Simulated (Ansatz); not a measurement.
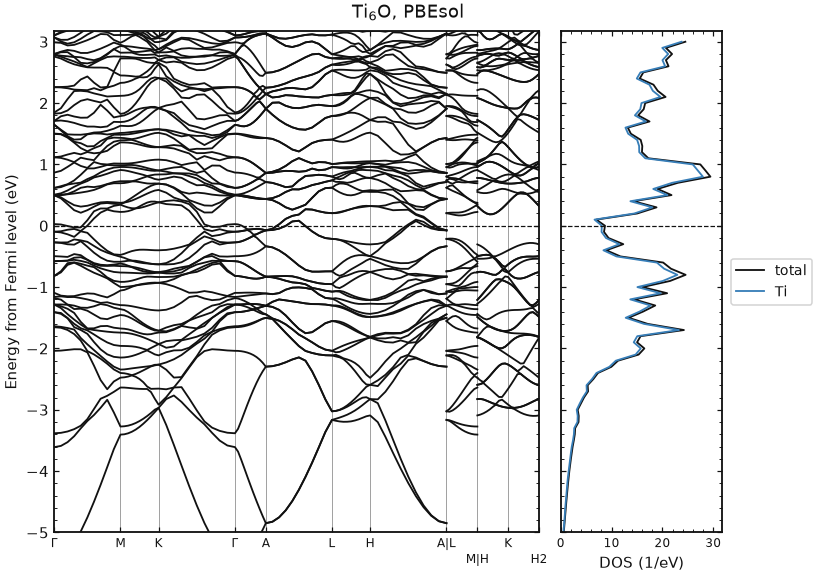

Band structure and density of states. Energies are counted from the Fermi level. The partial curves are projected on Löwdin-orthogonalised atomic shells.

**Which Bravais lattice do the labels of the path belong to?**

A hexagonal (primitive) lattice: the path Γ–M–K–Γ–A–L–H–A|L–M|H–K–H2 runs through the special points of its Brillouin zone.

System: Ti₆O, space group P-31c (No. 163), 14 atoms in the cell.

Level of theory: DFT PBEsol, scalar-relativistic, plane waves, PAW, no spin polarisation, 12×12×4 k mesh, Gaussian smearing of 0.1 eV; code Ansatz 0.2.0.

**Does this material conduct, going by its bands?**

A metal: bands cross the Fermi level along this path.

**What carries the states at the Fermi level?**

By projected weight, the states within 0.3 eV of the Fermi level are Ti almost alone.
